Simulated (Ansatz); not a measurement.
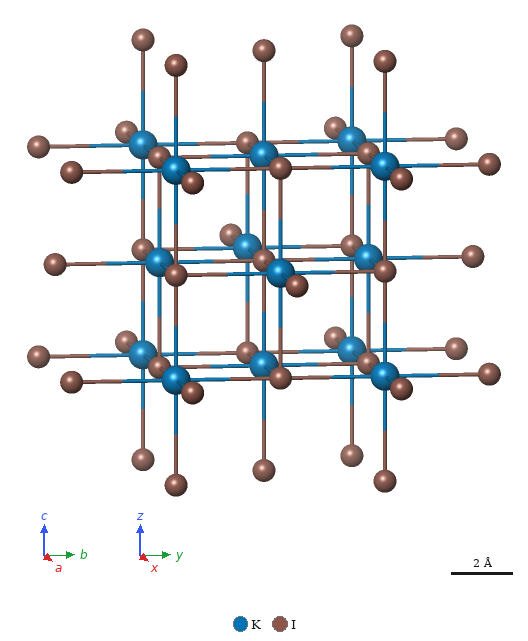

Crystalline KI (Fm-3m): the ratio of the cell's length along z to its lengths across, counted as 1 for the reference, is changed at fixed volume (a tetragonal or Bain path), with the atoms kept at their fractional coordinates. x, y and z are the Cartesian axes of the input. The picture shows the reference cell. The picture is a ball-and-stick view of the conventional cell (4 times the calculation's cell), seen along the a axis, with a slight tilt. Lengths and directions refer to the drawn axes.

The calculation used Ansatz, DFT PBE, scalar-relativistic, plane waves, PAW. Settings: plane-wave cutoff 420 eV; k-point mesh 6 × 6 × 6; occupations gaussian; smearing width 0.05 eV; no spin polarisation. Energies (free energies at the smearing named) are counted from the cell as listed in its source, which wasn't relaxed.

Input file:
```yaml
crystal:
  lattice:
    - [0.0, 3.52455, 3.52455]
    - [3.52455, 0.0, 3.52455]
    - [3.52455, 3.52455, 0.0]
  atoms:
    - { symbol: K, position: [0.0, 0.0, 0.0] }
    - { symbol: I, position: [0.5, 0.5, 0.5] }
basis:
  ecutwfc: 420
kpoints:
  mp_grid: { grid: [6, 6, 6] }
hamiltonian:
  xc: pbe
scf:
  occupations: { method: gaussian, width: 0.05 }
output:
  forces: true
  stress: true
  eigenvalues: true
  write_density: true
  write_potential: true
  elf: true
  volumetric_format: npy
```

Command:
```bash
ansatz run input.yaml --threads 1 --pin off --max-ram 2560MiB --backend cpu --events-out ev --progress --plain --runs-dir out
```

Question: What energies does the calculation give (the relative ratio: 0.650, 0.707, 0.780, 0.850, 0.920, 0.960, 1.000, 1.050, 1.100, 1.200, 1.300, 1.414, 1.500)?

Answer:
| axial ratio over its reference value | ΔE (meV/atom) |
| --- | --- |
| 0.650 | 1027 |
| 0.707 | 557 |
| 0.780 | 234 |
| 0.850 | 85 |
| 0.920 | 20 |
| 0.960 | 4 |
| 1.000 | 0 |
| 1.050 | 6 |
| 1.100 | 20 |
| 1.200 | 70 |
| 1.300 | 142 |
| 1.414 | 246 |
| 1.500 | 341 |

Of the computed points the lowest is at the relative ratio 1.00, 0 meV/atom. At the ends of the scan the energy is 1027 meV/atom (0.65) and 341 meV/atom (1.50). The unrelaxed reference is under a pressure of 0.7 GPa. The distortion takes the space group from Fm-3m to I4/mmm. At the relative ratio 1.50 the cell of the drawing goes a 7.049 → 6.158 Å, b 7.049 → 6.158 Å, c 7.049 → 9.237 Å.
